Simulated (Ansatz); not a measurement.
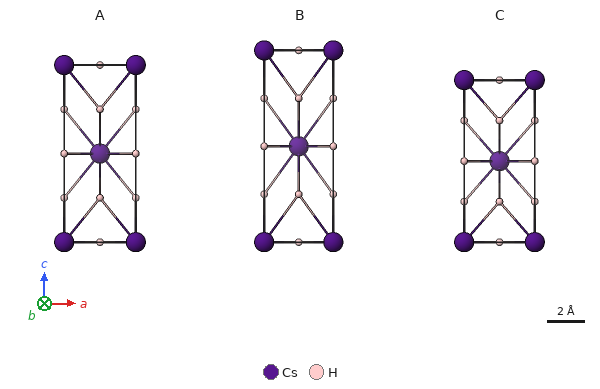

3 geometries from one relaxation of crystalline CsH$_{3}$ (a generated structure, set up in I4/mmm), in shuffled order. A ball-and-stick model of the conventional cell (2 times the calculation's cell), seen along the b axis. Lengths and directions refer to the drawn axes.

The calculation used DFT PBE, scalar-relativistic, plane waves, PAW in Ansatz. Settings: plane-wave cutoff 420 eV; k-point mesh 16 × 16 × 16; occupations gaussian; smearing width 0.1 eV; no spin polarisation; cell and atoms relaxed; force threshold 0.01 eV/Å; at most 80 steps.

Order the frames from highest to lowest energy.

C, A, B. They are steps 0, 2, 10, at +25.3 meV per atom, +8.0 meV per atom relative to the last. The atoms keep their places relative to the cell (all moves are under 0.005 Å). The volume changes by +13.4 %, with a = b 3.857 → 3.776 Å (−2.1 %), c 8.852 → 10.472 Å (+18.3 %). Some distances before and after: Cs–H 2.935 → 3.228 Å, Cs–H 2.727 → 2.670 Å. Bond angles that change, for instance: Cs–H–Cs 82.1° → 71.6°, Cs–H–Cs 124.6° → 131.1°. The space group stays I4/mmm (No. 139). After 7 accepted moves (10 points after the start) the energy has fallen by 25.3 meV per atom. All forces vanish by symmetry, so only the cell relaxes. The pressure goes from 1.75 to 0.00 GPa. The line search rejected the trial step at point 4 of the run. The SCF was repeated twice at an unchanged geometry on a basis and grid sized afresh for the cell, which shifted the energy by 2.3 meV per atom at most.
